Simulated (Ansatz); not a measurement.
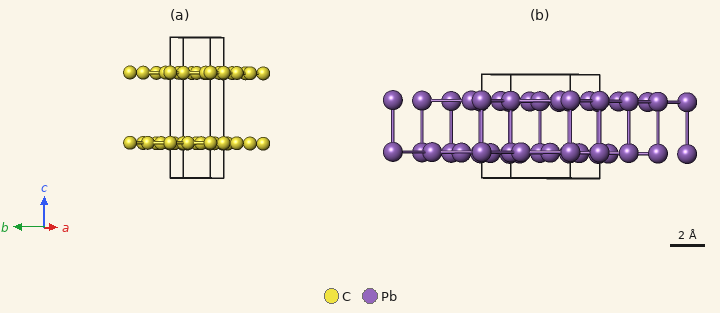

Left: crystalline C (set up in P6_3/mmc). Right: the same structure after one change, at the same scale. The picture is a ball-and-stick view of the cell of the calculation, repeated 4 × 2 × 1 with one cell outlined, seen from a free direction.

Theory: DFT PBE, scalar-relativistic, plane waves, PAW (Ansatz 0.2.0). (plane-wave cutoff 420 eV; occupations gaussian; smearing width 0.1 eV; no spin polarisation) The k-mesh is chosen for each cell (18×18×6, 12×12×8).

Question: What was changed?

Answer: Every carbon atom is replaced by lead, which gives Pb. Cell and atoms are relaxed again (to zero pressure within 0.1 GPa, forces under 0.01 eV/Å).

Question: How do the computed properties respond?

Answer: The volume per atom goes from 11.15 to 40.06 Å³. The drawn cell changes as follows: a = b 2.467 → 5.447 Å (+120.8 %), c 8.465 → 6.236 Å (−26.3 %); the volume changes by +259.3 %. The space group stays P6_3/mmc (No. 194).

Limits of the set-up: layers or molecules are held without a dispersion correction, so their spacing is unreliable.
